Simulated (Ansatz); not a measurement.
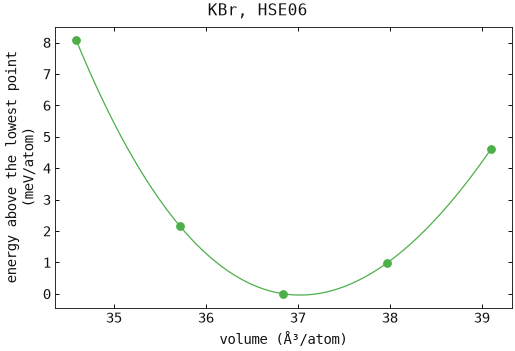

Plotted: energy above the lowest point against volume for KBr, space group Fm-3m (No. 225) (one of a set of cubic test structures, which need not be the stable phase).

How it was computed, with Ansatz 0.2.0 development build: equation of state of a cubic crystal from periodic Kohn-Sham density functional theory without spin, third-order Birch-Murnaghan fit to the free energies; pressure corrected for the finite basis. Level: HSE06.

structure type rock salt; atoms in cell 2; space group number 225; lattice centring face-centred primitive; k mesh 4×4×4; occupation method Fermi–Dirac; occupation width 0.05 eV; wave cutoff 680 eV; datasets hand-made PAW; density tolerance 0 eV; bands 17; density cutoff ratio 4; search for lower states default; exchange singularity regularized.

Give the fitted equation-of-state parameters.

A third-order Birch–Murnaghan fit gives V0 = 37.02 Å³/atom, B0 = 14.2 GPa and B′ = 4.9.

The computed values:

```json
{"volume (Å³/atom)": "34.59", "energy above the lowest point (meV/atom)": "8.10"}
{"volume (Å³/atom)": "35.72", "energy above the lowest point (meV/atom)": "2.16"}
{"volume (Å³/atom)": "36.84", "energy above the lowest point (meV/atom)": "0.00"}
{"volume (Å³/atom)": "37.97", "energy above the lowest point (meV/atom)": "0.99"}
{"volume (Å³/atom)": "39.10", "energy above the lowest point (meV/atom)": "4.60"}
```
